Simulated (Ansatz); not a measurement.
## Electronic structure of Ga6HN6 (cell with a defect) in real space

```xyz
13
Lattice="0.0000 0.0000 -5.2432 4.8276 2.7872 0.0000 0.0000 -5.5744 0.0000" Properties=species:S:1:pos:R:3 pbc="T T T"
Ga    3.2189   -1.8646   -2.6100
Ga    1.6053    0.9227   -2.6100
Ga    4.8259    0.9265   -2.6099
Ga    1.5818   -0.9193   -5.2364
Ga    4.8259   -0.9639   -5.2363
Ga    3.2424    1.8678   -5.2364
N     3.1841   -1.8444   -0.6541
N     1.6402    0.9428   -0.6541
N     4.8259    0.8862   -0.6541
N     1.6178   -0.9402   -3.2460
N     4.8259   -0.9223   -3.2460
N     3.2064    1.8471   -3.2460
H     4.8259    2.7821   -4.4420
```

Spin-polarised.

The calculation used DFT PBE, scalar-relativistic, plane waves, PAW in Ansatz.

In a PAW calculation such maps are meaningful between the atoms, not at the nuclei.

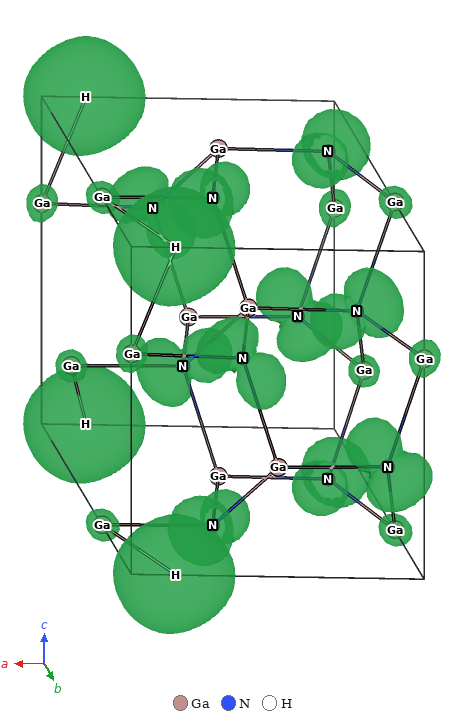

Figure 1. Isosurfaces of the spin density at +0.015 (green) and −0.015 e/Å³ (red), seen at an oblique angle. Sticks mark near contacts.

> Which atoms carry the moments, and with what signs?

The spin density sits on H: +0.3 μB in one cell of 13 atoms, with smaller moments on N (up to +0.05 μB): with much of the spin spread outside that site. The cell of the calculation (13 atoms) carries 0.8 μB of net spin moment. Only one sign reaches the isovalue.

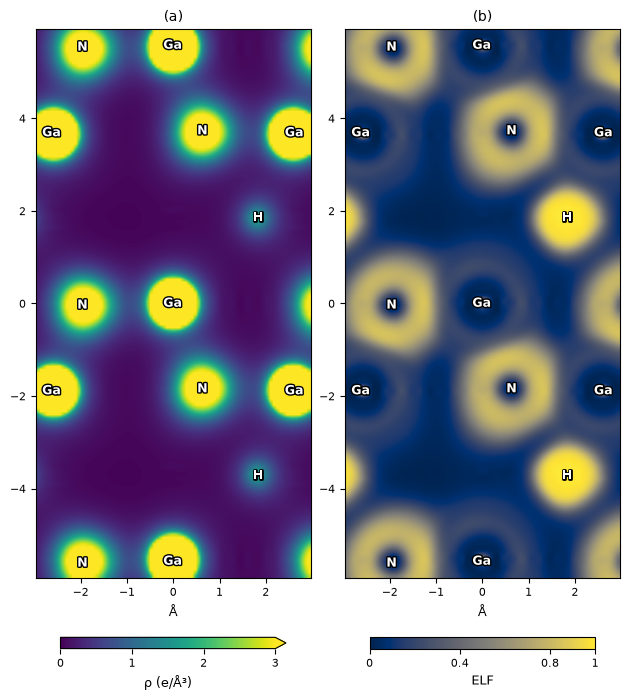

Figure 2. (a) valence charge density (pseudo); (b) ELF on the (011̄) plane of the calculation cell.

> Read the bonding off the picture.

Atoms in the plane: Ga, N and H.
Ga–N (1.96 Å): ρ at the midpoint is about 0.72 e/Å³; the ELF peaks at about 0.85 in the valence shell of N, 0.7 Å from its nucleus, and is about 0.45 at the midpoint.
Ga–H (1.99 Å): ρ at the midpoint is about 0.35 e/Å³; the ELF climbs to about 1 towards the hydrogen.
Between the atoms the lowest density in this plane is 0.03 e/Å³.

> Does the calculation give a band gap?

It is gapless in this calculation (a metal or semimetal).
